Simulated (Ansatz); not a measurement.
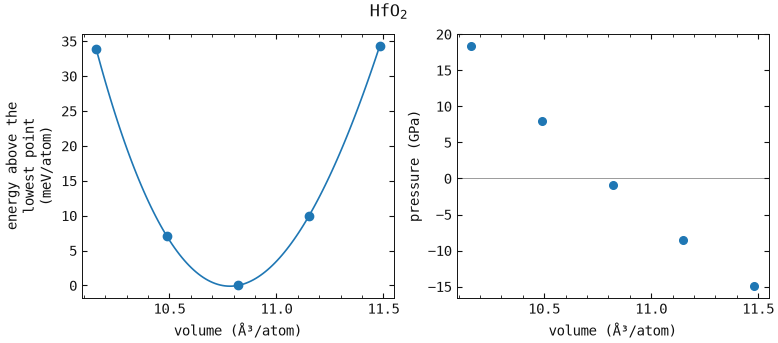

Plotted: energy above the lowest point and pressure against volume for HfO₂, space group Fm-3m (No. 225) (one of a set of cubic test structures, which need not be the stable phase).

Calculation (Ansatz 0.2.0 development build): equation of state of a cubic crystal from periodic Kohn-Sham density functional theory without spin, third-order Birch-Murnaghan fit to the free energies; pressure corrected for the finite basis. Level: r2SCAN.

- structure type: fluorite
- atoms in cell: 3
- space group number: 225
- lattice centring: face-centred primitive
- k mesh: 12×12×12
- occupation method: Fermi–Dirac
- occupation width: 0.1 eV
- wave cutoff: 700 eV
- datasets: hard PAW
- density tolerance: 1e−09 eV
- bands: 23
- density cutoff ratio: 4
- search for lower states: default
- xc grid level: 2

Q: What equilibrium volume and bulk modulus follow from the curve?

A: A third-order Birch–Murnaghan fit gives V0 = 10.78 Å³/atom, B0 = 271 GPa and B′ = 4.2.

Q: Read off the course of the pressure.

A: It falls from 18.4 GPa at volume 10.16 Å³/atom to −14.9 GPa at 11.48 Å³/atom, and changes sign near 10.79 Å³/atom.

Limits of the calculation: cubic model structure, not the ambient form; pseudopotentials made with PBE, not this functional.
